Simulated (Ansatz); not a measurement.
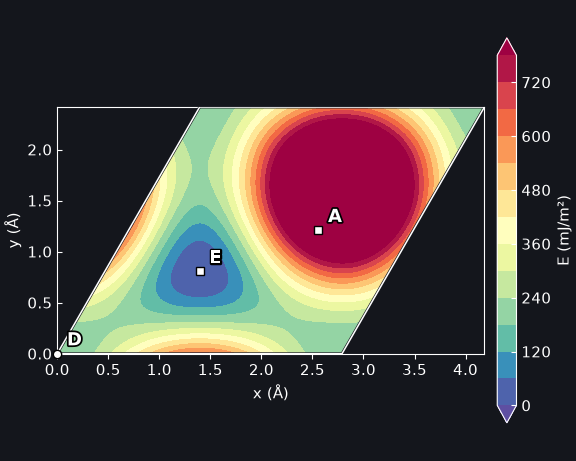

Al (P6_3/mmc, No. 194; 6 atoms in the cell). Gamma surface: rigid slide across a plane, one fault a cell; the plane is (0 0 1) of the conventional cell. Places are given modulo a cell vector. The map is drawn in real space over the plane of the slide. Nothing is relaxed (rigid halves, spacing across the cut fixed). The scan uses a 6 × 6 grid; 10 points were computed and 26 follow by symmetry. All energies are given in mJ/m² relative to the lowest grid point. These are results of DFT PBEsol+D3(BJ), scalar-relativistic, plane waves, PAW (Ansatz 0.2.0), not measurements. Settings: cutoff 420 eV, k-mesh 18×18×4 in the order of the run's cell vectors, gaussian smearing 0.15 eV, no spin polarisation.

The picture shows filled contours, the outline of one cell of the plane, one colour for all values above the top of the scale, lettered points. Between grid points the surface is interpolated.

> Is E the lowest point of the computed grid?

Yes. E, at (2/6, 2/6) of the cell vectors, has the lowest energy of the grid.

> What kind of point is each of D, E: minimum, saddle, maximum or slope?

D: minimum; E: minimum. (In these two coordinates alone; a stationary point may lie a little off the grid point.)

> Rank the lettered points by energy, lowest first.

E (0 mJ/m²), D (186 mJ/m²), A (1103 mJ/m²).

PAW datasets: the set soft_1.
